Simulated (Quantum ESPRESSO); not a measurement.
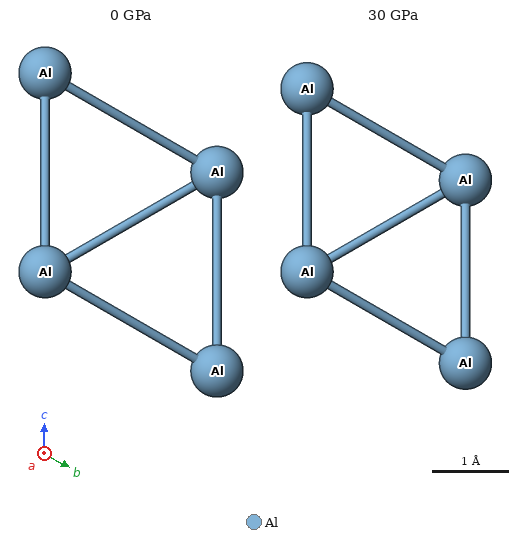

Crystalline Al (set up in Im-3m), relaxed (cell and atoms) at several target pressures. The picture shows the first and the last member. Style: ball-and-stick. Shown: the cell of the calculation, along the a axis.

Computed with Quantum ESPRESSO 7.5: PBEsol, GBRV 1.5 PBEsol. Set-up: plane-wave cutoff 707.5 eV; k-point mesh 12 × 12 × 12; occupations fermi-dirac; smearing width 0.05 eV; no spin polarisation.

```
pressure (GPa)  volume (Å³/atom)  a (Å)
             0            16.585  2.783
             2                 ?      ?
             5            15.613  2.727
            10            14.865  2.683
            20            13.780  2.616
            30            12.972  2.564
```

Q: Estimate the missing row from the others, and compare with the calculation.

A: Murnaghan's form V = V₀(1 + B′P/B₀)^(−1/B′), with V₀ = 16.585 Å³ from the row at zero pressure, fits the other rows with B₀ = 73.8 GPa and B′ = 3.82 (largest miss 0.010 Å³). At 2 GPa it gives 16.585 × (1 + 3.82 × 2/73.8)^(−1/3.82) = 16.163 Å³ per atom. The calculation gives 16.164 Å³/atom (a = 2.759 Å). The estimate is 0.001 Å³/atom too low. From the first member to the last: Al–Al 2.783 → 2.564 Å.

The whole series:

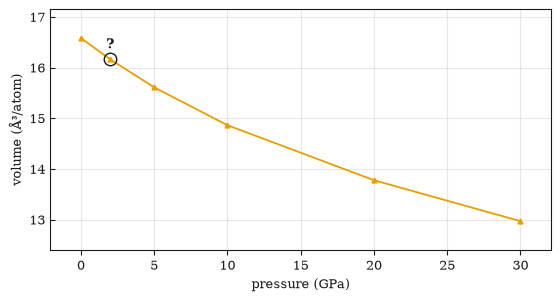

Each member starts from this one structure; whether another phase lies lower wasn't checked.
